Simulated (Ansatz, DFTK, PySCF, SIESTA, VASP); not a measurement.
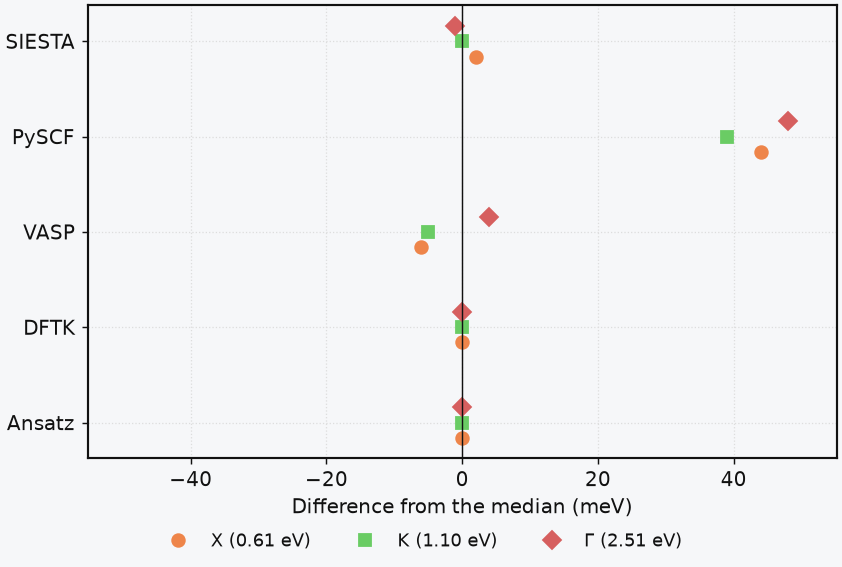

Lowest conduction level at each named k point, counted from the valence-band top at Γ, for diamond-type Si, space group Fd-3m (No. 227), 2 atoms in the primitive cell; cubic a = 5.444 Å. Five programs ran PBEsol (no spin polarisation, no spin-orbit coupling) on the same cell and 8×8×8 k mesh. The plot shows each result less the median of the plane-wave runs, which the legend gives. The smallest gap over all k points computed is less than these values: 0.52 eV in DFTK, from the valence top at Γ to the conduction bottom at (0.375, 0.375, 0) in reduced coordinates.

> How well do the programs agree?

The plane-wave programs (DFTK, VASP and Ansatz) agree within 7 meV at these points. At a point that isn't plotted the departure is larger: +157 meV for PySCF at W.

```
program         kind  valence electrons  X (eV)  K (eV)  Γ (eV)
 Ansatz  plane waves                  8   0.608   1.104   2.510
   DFTK  plane waves                  8   0.608   1.104   2.510
   VASP  plane waves                  8   0.602   1.099   2.514
  PySCF  local basis                  8   0.652   1.143   2.558
 SIESTA  local basis                  8   0.610   1.104   2.509
```

Settings. PseudoDojo standard (PBEsol files), 490 eV cutoff, Fermi-Dirac smearing of 0.05 eV (Ansatz). dojo.nc.sr.pbesol.v0_4_1.standard.upf (PBEsol), 653 eV cutoff, Fermi-Dirac smearing of 0.05 eV (DFTK 0.8.2). VASP PAW PBE potentials, release 64 (Si), 520 eV cutoff, Fermi-Dirac smearing of 0.05 eV (VASP 6.6.1). DZVP-MOLOPT-SR/GTH-PBE (potentials made for PBE), 8×8×8 k mesh in the self-consistent step, Fermi-Dirac smearing of 0.05 eV (PySCF 2.14.0). PseudoDojo 0.4 standard (PBEsol files), DZP (energy shift 0.003 Ry) basis, Fermi-Dirac smearing of 0.05 eV (SIESTA 5.4.2).

LDA, GGA and most meta-GGA functionals understate gaps. PySCF and SIESTA: the basis of atomic orbitals isn't converged, which shifts gaps and empty levels. VASP: the PAW data sets were made with another functional. PySCF: the potentials were made for another functional.
